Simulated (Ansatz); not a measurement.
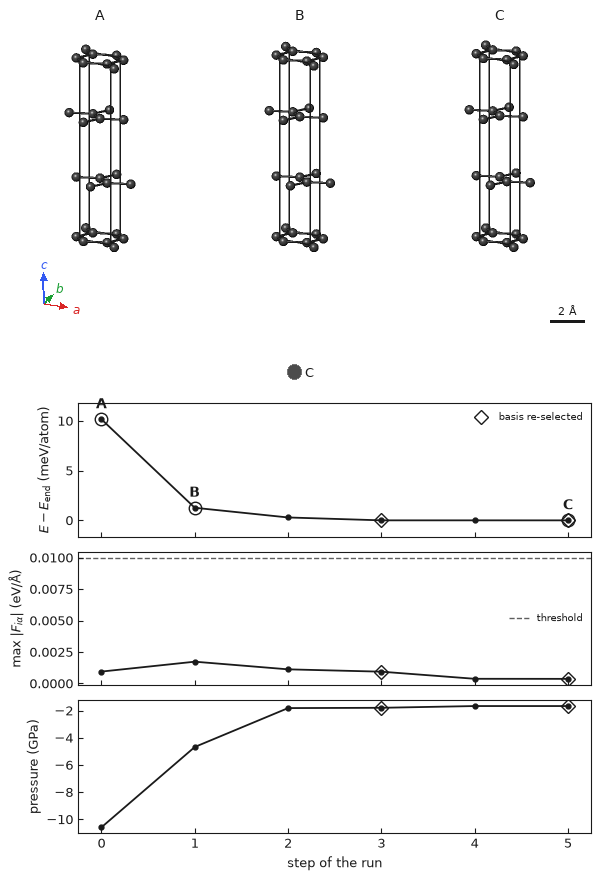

Frames of a relaxation of a crystal of C (set up in C2/m), marked on the history of the run. A ball-and-stick model of the conventional cell (3 times the calculation's cell), seen slightly off an axis. Lengths and directions refer to the drawn axes.

Case: volume × 1.10, shape and atoms relaxed.

The calculation used DFT PBE+D3(BJ), scalar-relativistic, plane waves, PAW in Ansatz.

Input
```yaml
crystal:
  lattice:
    - [2.1636861953, -1.2492222295, -0.0116047279]
    - [2.1636861953, 1.2492222295, -0.0116047279]
    - [-1.4207244406, 0.0, 3.6201174734]
  atoms:
    - { symbol: C, position: [0.8333524286, 0.8333524286, 5.68698e-05] }
    - { symbol: C, position: [0.1666475714, 0.1666475714, 0.9999431302] }
basis:
  ecutwfc: 420
kpoints:
  mp_grid: { grid: [14, 14, 8] }
hamiltonian:
  xc: pbe
  dispersion: d3bj
scf:
  occupations: { method: gaussian, width: 0.02 }
output:
  forces: true
  stress: true
  eigenvalues: true
relax:
  adjacent_minimum: "off"
  f_tol: 0.01
  max_steps: 30
  cell: { stress_tol: 0.1, fix: [volume] }
```

Run as
```bash
ansatz run input.yaml --threads 1 --pin off --max-ram 2560MiB --backend cpu --events-out ev --progress --plain --runs-dir out
```

Describe the path.

Answer. Over 3 accepted moves (5 points after the start) the energy falls by 10.2 meV per atom. The largest force component goes from 0.00095 to 0.00037 eV/Å. The pressure goes from −10.58 to −1.67 GPa. The SCF was repeated twice at an unchanged geometry on a basis and grid sized afresh for the cell, which shifted the energy by 0.3 meV per atom at most. The atoms keep their places relative to the cell (all moves are under 0.005 Å). The drawn cell changes at constant volume: a = b 2.498 → 2.469 Å (−1.2 %), c 10.837 → 11.099 Å (+2.4 %). Some distances before and after: C1–C2 1.442 → 1.425 Å. The space group stays R-3m (No. 166). From step 0 to 1: energy −8.9 meV per atom. From step 1 to 5: energy −1.3 meV per atom.

| step | E − E(0), meV/atom | largest force component, eV/Å | pressure, GPa | note |
| --- | --- | --- | --- | --- |
| 0 | 0.00 | 0.0009 | -10.58 |  |
| 1 | -8.89 | 0.0017 | -4.68 |  |
| 2 | -9.87 | 0.0011 | -1.81 |  |
| 3 | -10.16 | 0.0009 | -1.79 | same geometry, new basis |
| 4 | -10.16 | 0.0004 | -1.66 |  |
| 5 | -10.16 | 0.0004 | -1.67 | same geometry, new basis |
